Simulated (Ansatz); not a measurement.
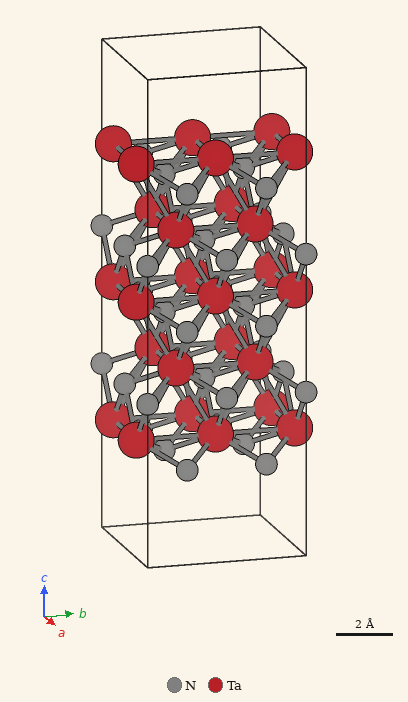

**Figure 1.** The structure (ball-and-stick view of the 2 × 2 repeat of the cell, with the vacuum cut short, seen slightly off an axis). An atom can appear more than once, as a periodic image.

## Single-point calculation of TaN

- system: TaN (slab, 10 atoms in the cell)
- method: DFT PBE, scalar-relativistic, plane waves, PAW, no spin polarisation (Ansatz 0.2.0)

The structure derives from an entry of the Crystallography Open Database. It belongs to a series of runs on one base structure; here: (1 0 0) slab cut from the bulk. Figures and captions count atoms from 1; the log counts them from 0 in places.

### Input file
```yaml
crystal:
  lattice:
    - [2.8977716015, 0.0, 0.0]
    - [0.0, 2.9501846798, 0.0]
    - [0.0, 0.0, 26.0713844736]
  atoms:
    - { symbol: "N", position: [0.0, 0.5, 0.2876717195] }
    - { symbol: Ta, position: [0.5, 0.0, 0.3203376088] }
    - { symbol: "N", position: [0.0, 0.0, 0.3856693874] }
    - { symbol: Ta, position: [0.5, 0.5, 0.4183352767] }
    - { symbol: "N", position: [0.0, 0.5, 0.4836670553] }
    - { symbol: Ta, position: [0.5, 0.0, 0.5163329447] }
    - { symbol: "N", position: [0.0, 0.0, 0.5816647233] }
    - { symbol: Ta, position: [0.5, 0.5, 0.6143306126] }
    - { symbol: "N", position: [0.0, 0.5, 0.6796623912] }
    - { symbol: Ta, position: [0.5, 0.0, 0.7123282805] }
basis:
  ecutwfc: 420
kpoints:
  mp_grid: { grid: [12, 12, 1] }
hamiltonian:
  xc: pbe
scf:
  occupations: { method: gaussian, width: 0.1 }
output:
  forces: true
  stress: true
  eigenvalues: true
  write_density: true
  write_potential: true
  elf: true
  volumetric_format: npy
efield:
  axis: 3
  dipole_correction: true
  ramp_width: 0.04
```

Machine: 1 thread of Intel Xeon @ 2.50GHz (Skylake/Cascade Lake), 189 GiB of memory available, shared host.

Launched with:
```bash
ansatz run input.yaml --threads 1 --pin off --max-ram 2560MiB --backend cpu --events-out ev --progress --plain --runs-dir out
```

### Log
```
Engine: ansatz 0.2.0, x86_64-unknown-linux-gnu
Pseudopotentials: kind: paw
Pseudopotential: N, paw, valence charge 5, recommended cutoff 420 eV (normal), N.paw.azcp
Pseudopotential: Ta, paw, valence charge 13, recommended cutoff 420 eV (normal), Ta.paw.azcp
Functional definition: PBE
  parameter kappa = 0.804
  parameter beta = 0.06672455060314922
  exchange = pbe_x(kappa = kappa, mu = beta*pi^2/3)
  correlation = pbe_c(beta = beta)
Crystal: 10 atoms, lattice volume = 222.883 Å³
Basis set: ecut = 420 eV, 4287 PW (Γ), exchange–correlation on 40×40×360 points (8 copies of the dense FFT grid, shifted against one another)
Bands: 55, of which v1, the nominal top of the filled ones, is band 45 counted from 1 (44 counted from 0)
Symmetry: 4 space group operations
Space group: Pmm2 (ITA 25), of the structure as read, at distance tolerance 6.1e-5 Å
k-points: 49 of 144
Non-local potential: N, projectors of the file, l = 0: 2, l = 1: 2, l = 2: 1
Non-local potential: Ta, projectors of the file, l = 0: 3, l = 1: 2, l = 2: 2, l = 3: 1
PAW form: soft (Blöchl's): semilocal exchange-correlation on the pseudo side does not see the compensation charge
PAW one-centre angular grid: N, 110 points (default); XC on 64 Gauss nodes
PAW one-centre angular grid: Ta, 590 points (default); XC on 64 Gauss nodes
Initial density: superposition of atomic densities (neutral atoms: chi_scale 0, normalization atom), corrected by the library's trained network
Initial wavefunctions: pseudopotential atomic-orbital guess
Functional: x = pbe(κ = 0.804, μ = 0.2195149727645171), c = pbe(β = 0.06672455060314922)
SCF iter   1: F=—  HF=-51590.011041 eV  |F-HF|=—  |Δ(HF+E_count)|=         —  Δρ=1.57e-2  dr2=2.23e1  ethr=1.77e-3  p=-0.032 e·Å  D=-2.58e-2 V/Å  ΔV_dip=0.67 eV  dr2_dipole=1.61e1  V_vac-E_F(+/−)=5.81/5.13 eV  ⟨swp⟩=8.0  Hψ=13434  notcnv=0
efield: sawtooth ramp at fractional position 0.9800 (placed from the atoms, in the widest stretch of the axis that holds none; the zero of the levels goes with the place), width 0.0400; the density the first Hamiltonian is built on has a dipole p = -0.032 e·Å; the dipole correction subtracts the counter field D = -2.58e-2 V/Å, which shifts the + side's vacuum level by +0.67 eV against the − side's; the planar-averaged density in the ramp window peaks in size at 7.8e-5 e/Å³
preconditioner: auto → LDOS  [metal: Δε(μ)=0.033 eV  Ē_g=9.130 eV  σ=0.100 eV  W_gap=0.18  n_scr=50 (ndim 8)  ℏωp=17.6 eV  f_vac=0.449  D(μ)=3.29/eV (n_scr^D=12)  β→1.0]
SCF iter   2: F=—  HF=-51589.498853 eV  |F-HF|=—  |Δ(HF+E_count)|=   5.12e-1  Δρ=1.01e-2  dr2=1.90e0  ethr=1.77e-3  p=0.018 e·Å  D=1.48e-2 V/Å  ΔV_dip=-0.39 eV  dr2_dipole=1.76e-1  V_vac-E_F(+/−)=5.46/5.84 eV  ⟨swp⟩=3.9  Hψ=4095  notcnv=0  defer=150
SCF iter   3: F=—  HF=-51589.385667 eV  |F-HF|=—  |Δ(HF+E_count)|=   1.13e-1  Δρ=5.36e-3  dr2=1.18e0  ethr=1.77e-3  p=0.043 e·Å  D=3.48e-2 V/Å  ΔV_dip=-0.91 eV  dr2_dipole=9.16e-1  V_vac-E_F(+/−)=5.43/6.34 eV  ⟨swp⟩=2.7  Hψ=3616  notcnv=0  defer=148
SCF iter   4: F=—  HF=-51589.370329 eV  |F-HF|=—  |Δ(HF+E_count)|=   1.53e-2  Δρ=3.07e-3  dr2=8.86e-2  ethr=1.31e-3  p=0.057 e·Å  D=4.65e-2 V/Å  ΔV_dip=-1.21 eV  dr2_dipole=2.60e-2  V_vac-E_F(+/−)=5.37/6.59 eV  ⟨swp⟩=1.8  Hψ=2924  notcnv=0  defer=149
SCF iter   5: F=—  HF=-51589.364496 eV  |F-HF|=—  |Δ(HF+E_count)|=   5.83e-3  Δρ=1.53e-3  dr2=6.19e-2  ethr=9.84e-5  p=0.056 e·Å  D=4.53e-2 V/Å  ΔV_dip=-1.18 eV  dr2_dipole=4.08e-2  V_vac-E_F(+/−)=5.36/6.54 eV  ⟨swp⟩=2.0  Hψ=3744  notcnv=0  defer=150
SCF iter   6: F=—  HF=-51589.363335 eV  |F-HF|=—  |Δ(HF+E_count)|=   1.16e-3  Δρ=5.01e-4  dr2=9.21e-4  ethr=6.87e-5  p=0.053 e·Å  D=4.30e-2 V/Å  ΔV_dip=-1.12 eV  dr2_dipole=6.13e-7  V_vac-E_F(+/−)=5.37/6.49 eV  ⟨swp⟩=1.2  Hψ=2626  notcnv=0  defer=150
SCF iter   7: F=—  HF=-51589.363709 eV  |F-HF|=—  |Δ(HF+E_count)|=   3.74e-4  Δρ=3.02e-4  dr2=7.97e-4  ethr=1.02e-6  p=0.053 e·Å  D=4.32e-2 V/Å  ΔV_dip=-1.13 eV  dr2_dipole=1.31e-4  V_vac-E_F(+/−)=5.38/6.50 eV  ⟨swp⟩=2.8  Hψ=4733  notcnv=0  defer=150
SCF iter   8: F=—  HF=-51589.363708 eV  |F-HF|=—  |Δ(HF+E_count)|=   2.27e-7  Δρ=1.74e-4  dr2=6.18e-4  ethr=8.85e-7  p=0.053 e·Å  D=4.31e-2 V/Å  ΔV_dip=-1.12 eV  dr2_dipole=3.63e-4  V_vac-E_F(+/−)=5.38/6.51 eV  ⟨swp⟩=2.0  Hψ=3401  notcnv=0  defer=150
SCF iter   9: F=—  HF=-51589.363704 eV  |F-HF|=—  |Δ(HF+E_count)|=   4.92e-6  Δρ=9.76e-5  dr2=4.04e-4  ethr=6.86e-7  p=0.053 e·Å  D=4.31e-2 V/Å  ΔV_dip=-1.12 eV  dr2_dipole=2.65e-4  V_vac-E_F(+/−)=5.39/6.51 eV  ⟨swp⟩=1.6  Hψ=2762  notcnv=0  defer=150
SCF iter  10: F=—  HF=-51589.363705 eV  |F-HF|=—  |Δ(HF+E_count)|=   1.71e-6  Δρ=6.64e-5  dr2=4.30e-5  ethr=4.49e-7  p=0.053 e·Å  D=4.31e-2 V/Å  ΔV_dip=-1.12 eV  dr2_dipole=9.55e-6  V_vac-E_F(+/−)=5.39/6.51 eV  ⟨swp⟩=1.5  Hψ=2945  notcnv=0  defer=150
SCF iter  11: F=—  HF=-51589.363506 eV  |F-HF|=—  |Δ(HF+E_count)|=   2.00e-4  Δρ=2.62e-5  dr2=6.05e-6  ethr=4.78e-8  p=0.053 e·Å  D=4.30e-2 V/Å  ΔV_dip=-1.12 eV  dr2_dipole=7.44e-7  V_vac-E_F(+/−)=5.39/6.51 eV  ⟨swp⟩=1.7  Hψ=3250  notcnv=0  defer=150
SCF iter  12: F=—  HF=-51589.363506 eV  |F-HF|=—  |Δ(HF+E_count)|=   1.42e-7  Δρ=8.47e-6  dr2=2.79e-7  ethr=6.73e-9  p=0.053 e·Å  D=4.29e-2 V/Å  ΔV_dip=-1.12 eV  dr2_dipole=2.02e-9  V_vac-E_F(+/−)=5.39/6.51 eV  ⟨swp⟩=2.1  Hψ=3551  notcnv=0  defer=150
SCF iter  13: F=-51589.363506 eV  HF=-51589.363506 eV  |F-HF|=8.38e-9  |Δ(HF+E_count)|=   1.80e-7  Δρ=4.94e-6  dr2=6.51e-8  ethr=1.11e-10  p=0.053 e·Å  D=4.29e-2 V/Å  ΔV_dip=-1.12 eV  dr2_dipole=8.43e-9  V_vac-E_F(+/−)=5.39/6.51 eV  ⟨swp⟩=30.5  Hψ=28274  notcnv=0
SCF 1 converged in 13 iterations: F = -51589.363506 eV  dr2 = 6.51e-8
  greatest PAW one-centre occupation: 0.999 electrons in one spin orbital (limit 2), on the Ta atom at site 7 (counted from 0), in its partial waves of l = 0
```

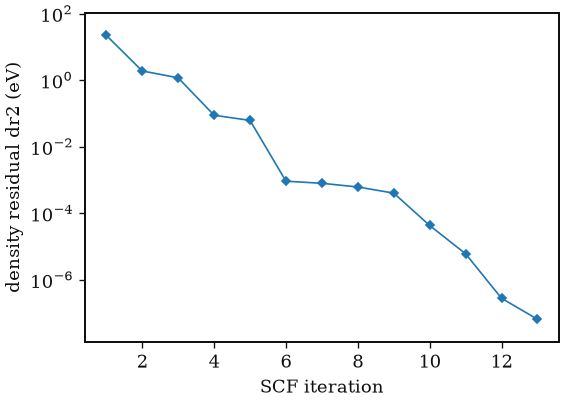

**Figure 2.** Convergence of the self-consistent field: density residual dr2 against the SCF iteration. The residual falls at every step.

```
WARN: The output density's exchange-correlation potential varies sharply where the density is thin. Do not read a vacuum level from v_tot or v_xc, or from such a field of the output density. On a cell that repeats whose density bears no net charge and no dipole along the vacuum's axis use v_es (v_loc + v_h of the components); under efield.dipole_correction with no amplitude use v_es + v_field, which holds any external_charges[].barrier, or the levels of the report's work_function block, which leave it out; under a non-zero efield.amplitude the vacuum is tilted and has no level; on a cell that repeats and bears such a dipole with no correction it is tilted too, and efield.dipole_correction with no amplitude gives each side of its ramp a level where efield: is served; in a cell that repeats whose density bears a net charge (total_charge, or a fill off its count) it is curved and has none; of a slab under crystal.periodic whose density bears no net charge use v_es, which has a level on each side, short of where the two are joined; of another it falls or rises all the way out and has none; of a slab beside external_charges read slab_vacuum_level instead, which it has where they leave it neutral. The grid or the basis barely resolves most such structure, and the values can differ between equally converged runs; as a rule a tighter scf.convergence.dr2_threshold does not remove it. Where the density itself ripples (under the LDA too) a higher basis.ecutwfc lessens it. The files hold the spikes' plane waves up to the density's cutoff. Files: v_tot_of_output_density and the like, and their columns of v_z.tsv (output.write_potential); v_xc_of_output_density and the like, and their columns of v_comp_z.tsv (output.write_potential_components). Measured: with its Gaussian average of σ = 0.25 Å subtracted twice, the exchange-correlation potential is over 0.1 eV at 26 of the grid points where the equally averaged density (valence and model cores) is under 1e-3 e/Å³, and 0.403 eV at the most among them, at an averaged density of 7.2e-7 e/Å³. The input density's (outcome.potential() and, of a run that writes arrays, v_tot and v_xc) is over 0.1 eV, so measured, at 110 points of its own thin density, 0.152 eV at the most. See output.write_potential in the manual, Limitations
SCF converged after 13 iterations
Free energy (F): -51589.363506 eV
Harris-Foulkes:  -51589.363506 eV  (|F-HF|=8.38e-9)
Internal energy: -51589.340608 eV  (E = F + TS)
E sigma→0 (E₀):  -51589.352057 eV
Entropy (-TS):   -0.022898 eV (-2.290 meV/atom)
Fermi energy:    6.605904 eV
Dipole field:    D = 0.043046 V/Å  (p = 0.053021 e·Å, saw-weighted, corrected)
Work function:   Φ+ = 5.3879 eV   Φ− = 6.5103 eV
Levels:          The Fermi level and band energies are counted from a zero that moves with the ramp; work functions are not
--- Per-component energies (eV) ---
  E_band       = -1436.921131
  E_kinetic    = 2480.801422
  E_local      = -101521.605538  (includes V_loc(G=0)·N_el)
  E_nonlocal   = 297.591417
  E_hartree    = 49685.445003
  E_xc         = -1393.626376
  E_vxc        = -1403.567097  (∫ρ·V_xc dr)
  E_paw        = -42618.782213  (= ΣΔE_a)
  E_vpaw       = -660.334087  (= ΣTr[D̂ρ^β])
  E_aug_tail   = 0.001038  (compensation charges beyond the density's cutoff)
  E_efield     = 0.001141  (sawtooth field / dipole correction)
  E_vefield    = -0.730919  (∫n·V_field dr)
  E_ewald      = 41480.833498
  E_smearing   = -0.022898  (= −TS)
  E_closure    = 0.000000  (closes the sum)
  Σ components = -51589.363506   (vs F -51589.363506, Δ=0.00e0)
--- Forces (eV/Å), atoms counted from 1 ---
  atom   1  N      0.00000000     0.00000000     2.90005724
  atom   2  Ta     0.00000000     0.00000000    -3.34867124
  atom   3  N      0.00000000     0.00000000     0.09336712
  atom   4  Ta     0.00000000     0.00000000     0.18694411
  atom   5  N      0.00000000     0.00000000     0.13522835
  atom   6  Ta     0.00000000     0.00000000    -0.12992847
  atom   7  N      0.00000000     0.00000000     0.02071712
  atom   8  Ta     0.00000000     0.00000000     0.31375098
  atom   9  N      0.00000000     0.00000000    -0.25338607
  atom  10  Ta     0.00000000     0.00000000     0.08186358
  max |Σ_I F_I| component: 5.73e-5 eV/Å
--- Stress (GPa, compression-positive) ---
       -5.082604       0.000000       0.000000
        0.000000      -5.604675       0.000000
        0.000000       0.000000      -0.656878
  P = ⅓ Tr σ = -3.7814 GPa (-37.814 kbar)
--- Band table (eV; the first three rows and the last of 49) ---
  k-point 0: bands = ["-61.7697", "-61.7059", "-61.5858", "-61.3715", "-61.3347", "-28.6690", "-28.3955", "-28.1888", "-28.0814", "-28.0248", "-27.9711", "-27.9646", "-27.9555", "-27.8935", "-27.8206", "-27.6865", "-27.6765", "-27.6072", "-27.4625", "-27.4211", "-10.6087", "-10.0534", "-9.4047", "-8.8231", "-7.2502", "-1.0794", "-0.3297", "0.6393", "1.6963", "1.8808", "2.3869", "2.4887", "2.9095", "2.9255", "3.0181", "3.2705", "3.3231", "3.5114", "3.6062", "3.6541", "3.6569", "3.8593", "4.3618", "5.4892", "5.5237", "5.9269", "9.3528", "9.4312", "9.6266", "9.8740", "10.1707", "10.2121", "10.2342", "10.4238", "10.4265"]
  k-point 1: bands = ["-61.7669", "-61.7037", "-61.5834", "-61.3686", "-61.3330", "-28.6545", "-28.3914", "-28.2013", "-28.1208", "-28.0188", "-28.0131", "-27.9735", "-27.9515", "-27.8895", "-27.8616", "-27.6975", "-27.6719", "-27.6417", "-27.4635", "-27.4586", "-10.5105", "-9.9673", "-9.3341", "-8.7660", "-7.1668", "-1.0153", "-0.3123", "0.5880", "1.5590", "1.8774", "2.1399", "2.3563", "2.7571", "2.9097", "2.9442", "3.0541", "3.1073", "3.5349", "3.5999", "3.6915", "4.1546", "4.2539", "4.3755", "5.4861", "5.7172", "5.7870", "9.0896", "9.1453", "9.4106", "9.7266", "9.7512", "9.8825", "10.1000", "10.1858", "10.3507"]
  k-point 2: bands = ["-61.7594", "-61.6975", "-61.5770", "-61.3605", "-61.3284", "-28.6181", "-28.3975", "-28.2671", "-28.2047", "-28.0925", "-28.0404", "-28.0021", "-27.9407", "-27.9363", "-27.8787", "-27.7611", "-27.7072", "-27.6594", "-27.5669", "-27.4479", "-10.2349", "-9.7283", "-9.1433", "-8.6175", "-6.9383", "-0.8545", "-0.3119", "0.3762", "1.0532", "1.5125", "1.8585", "2.2625", "2.3288", "2.7004", "2.7373", "2.8574", "3.2147", "3.4211", "3.9235", "3.9768", "4.1666", "4.7025", "5.0753", "5.4258", "5.7475", "6.1377", "8.5556", "8.6723", "8.7251", "9.1973", "9.2274", "9.3732", "9.7462", "9.8609", "10.2844"]
  k-point 48: bands = ["-61.6847", "-61.6276", "-61.5058", "-61.2762", "-61.2723", "-28.6859", "-28.6517", "-28.6313", "-28.6105", "-28.5980", "-28.4546", "-28.3724", "-28.2781", "-28.1421", "-28.0869", "-28.0653", "-28.0096", "-27.9431", "-27.7888", "-27.6871", "-8.9383", "-8.8823", "-8.7476", "-8.5284", "-6.4403", "-0.3614", "-0.3207", "-0.3011", "-0.2786", "-0.0280", "0.1388", "0.3069", "0.6115", "1.3243", "1.5638", "2.2909", "2.3664", "2.6968", "3.4072", "5.0923", "5.5262", "6.0345", "6.2936", "6.7140", "8.1109", "8.1370", "10.3013", "10.4163", "10.6738", "10.8215", "10.9512", "11.2282", "11.8926", "12.0590", "12.4294"]
```

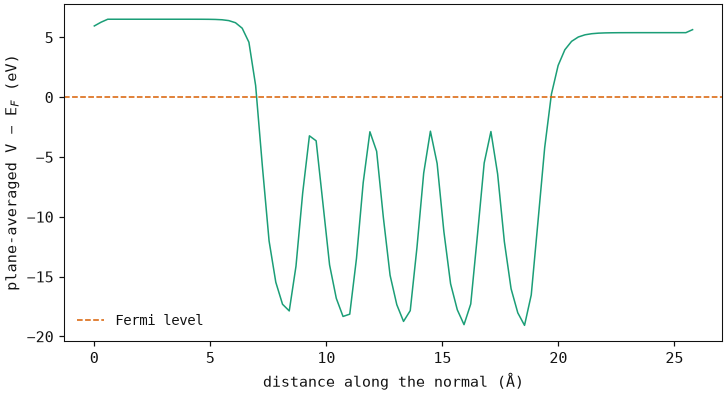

**Figure 3.** Plane average of the electrostatic potential energy of an electron across the cell, from the Fermi level. The vacuum level lies 5.39 eV above the Fermi level on the upper side and 6.51 eV on the lower.

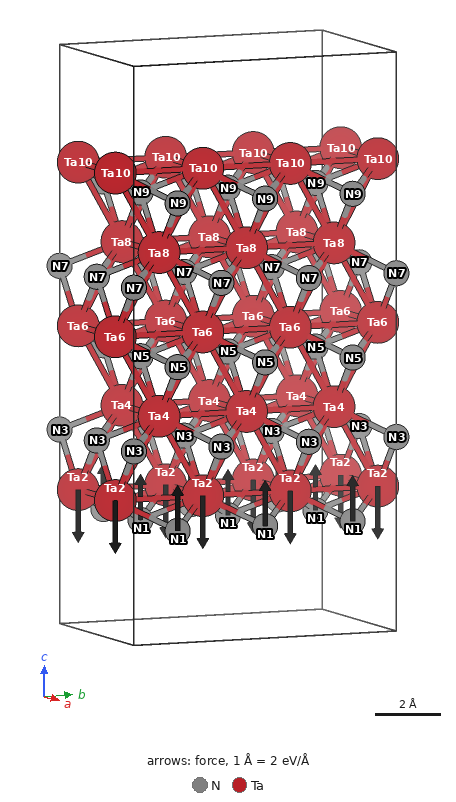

**Figure 4.** Forces on the atoms as black arrows (ball-and-stick view of the 2 × 3 repeat of the cell, with the vacuum cut short, seen slightly off an axis; atoms are numbered from 1 in the order of the input); the smallest are left out. The largest act on Ta2 (3.35 eV/Å); N1 (2.90 eV/Å). The geometry is not a stationary point of this energy.

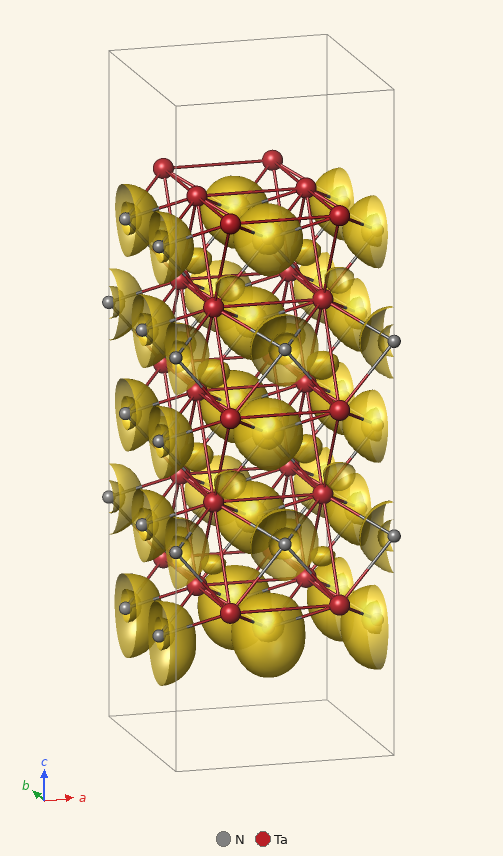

**Figure 5.** Isosurface of the electron localisation function at 0.65 (yellow), seen slightly off an axis. Only the valence region is drawn (cores and ρ < 0.01 e/Å³ removed). Sticks mark near contacts. Values along the shortest contacts: Ta–N (2.24 Å): the ELF is about 0.20 at the midpoint (a polar contact without a shared pair, in a metal). Ta–Ta (2.90 Å): the ELF is about 0.25 at the midpoint; no shared electron pair. In a PAW calculation such maps are meaningful between the atoms, not at the nuclei.

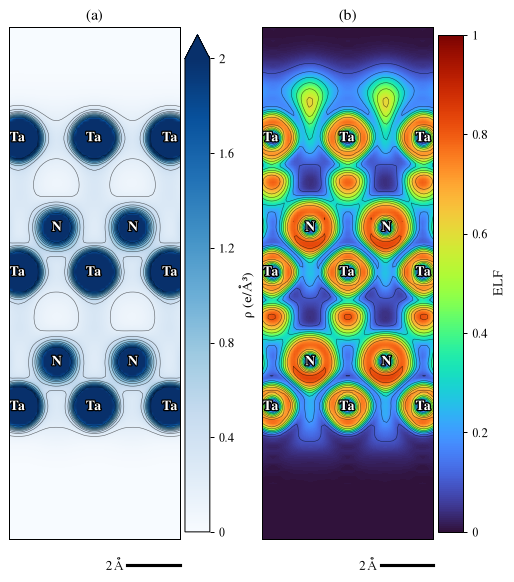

**Figure 6.** (a) valence electron density; (b) electron localisation function on the (010) plane of the calculation cell, a cut from vacuum to vacuum. The section cuts through Ta and N sites. Ta–N (2.24 Å): ρ at the midpoint is about 0.53 e/Å³; the ELF is about 0.20 at the midpoint (a polar contact without a shared pair, in a metal). Ta–Ta (2.90 Å): the density is about 0.28 e/Å³ at the midpoint; the ELF is about 0.25 at the midpoint; no localised pair between them. The density dies away to nearly zero in the vacuum. The strong features right at Ta lie inside the PAW spheres (semicore, d or f shells) and say nothing about bonding.

### Key numbers

| quantity | value |
| --- | --- |
| outcome | converged |
| electrons treated | 90 |
| free energy | −51589.3635 eV |
| work function, top face | 5.39 eV |
| work function, bottom face | 6.51 eV |
| Fermi energy | 6.606 eV |
| gap on the k-point mesh | none (metallic) |
| work function (upper face) | 5.39 eV |
| largest force (length of the vector) | 3.349 eV/Å |
| wall time | 2.7 min |
| peak memory | 0.69 GiB |

The program warns: the exchange-correlation potential is rough where the density is thin. Spin–orbit coupling is left out, which matters for Ta.
